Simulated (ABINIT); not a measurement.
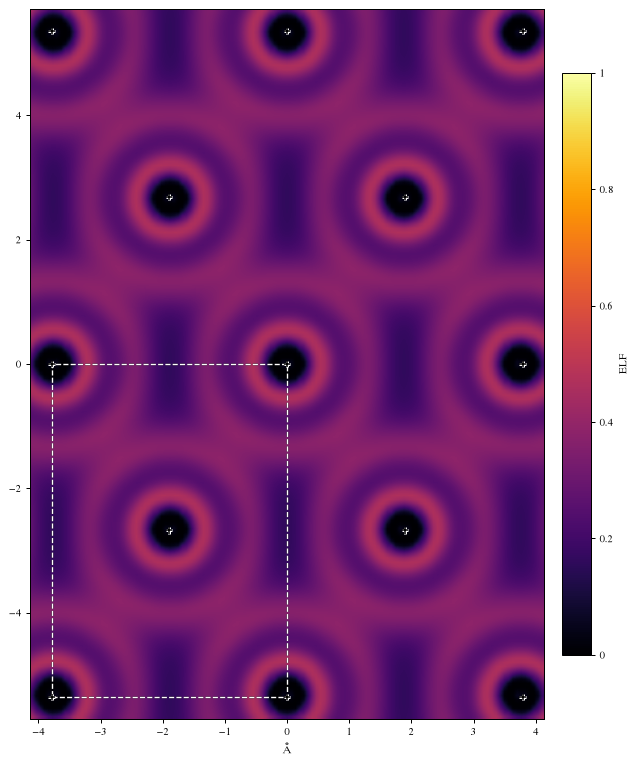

The electron localisation function on a plane through atoms (crosses mark nuclei in the plane).

Computed with Kohn-Sham DFT of a periodic cell, PBEsol, PseudoDojo NC SR PBEsol v0.4.1 standard in ABINIT 10.8.3.

Candidates:
A. Sn, a = 3.79 Å, b = 3.79 Å, c = 3.79 Å, α = 90.00°, β = 90.00°, γ = 90.00°. Space group Im-3m; a structure from a database of computed crystals, not necessarily the ambient phase; computed pressure about −2 GPa in this cell.
B. Ti, a = 2.95 Å, b = 5.11 Å, c = 4.68 Å, α = 90.00°, β = 90.00°, γ = 90.00°. Space group Cmcm; computed pressure about −6 GPa in this cell.

Q: Which candidate gave the map?

A: Candidate A: Sn on the (101) plane of the conventional cell, which holds Sn. Sn–Sn (3.28 Å): the ELF is about 0.35 at the midpoint.
